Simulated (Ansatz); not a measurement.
Consider Cr.

The calculation's input:

```
crystal:
  lattice:
    - [1.147050505, -2.46702512, 0.0]
    - [1.147050505, 2.46702512, 0.0]
    - [0.0, 0.0, 4.06431074]
  atoms:
    - { symbol: Cr, position: [0.87053258, 0.12946742, 0.75], spin: 3.0 }
    - { symbol: Cr, position: [0.12946742, 0.87053258, 0.25], spin: -1.5 }
hamiltonian:
  xc: pbe
  pseudopotentials: { kind: paw }
magnetization:
  spin_polarized: true
kpoints:
  mp_grid: { grid: [13, 13, 7] }
scf:
  occupations: { method: fermi_dirac, width: 0.05 }
output:
  forces: true
  stress: true
  eigenvalues: true
  write_density: true
  write_potential: true
  elf: true
  volumetric_format: npy
```

Run with:

```sh
ansatz run input.yaml --threads 2 --pin off --max-ram 5632MiB --backend cpu --events-out ev --progress --plain --runs-dir out
```

Below, planes, directions and counts refer to the conventional cell (a = 2.29 Å, b = 4.93 Å, c = 4.06 Å, α = 90.00°, β = 90.00°, γ = 90.00°).

Space group Cmcm; a structure from a database of computed crystals, not necessarily the ambient phase; computed pressure about 8 GPa in this cell; the program warned that a starting moment wasn't kept; spin-polarised, but the moments vanished.

These are results of Kohn-Sham DFT of a periodic cell, PBE, Ansatz PAW (Ansatz 0.2.0), not measurements.

What can the converged valence pseudo-density and electron localisation function tell about the bonding?

Answer. Cr–Cr (2.29 Å): ρ at the midpoint is about 0.51 e/Å³; the ELF is about 0.25 at the midpoint; no localised pair shows between them.

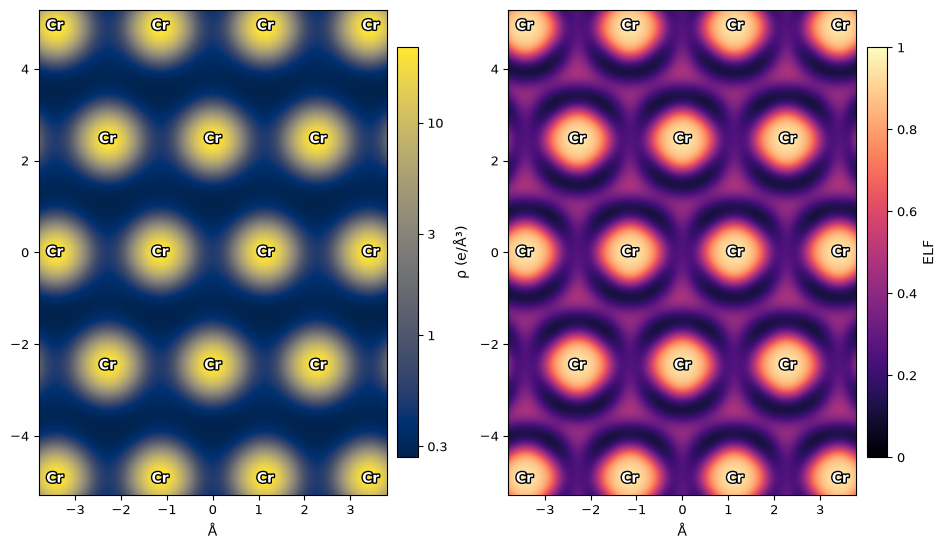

Computed valence pseudo-density and electron localisation function on the (001) plane of the conventional cell, in this order. 

The density is the valence pseudo-density of a PAW calculation; it isn't the true density close to the nuclei.
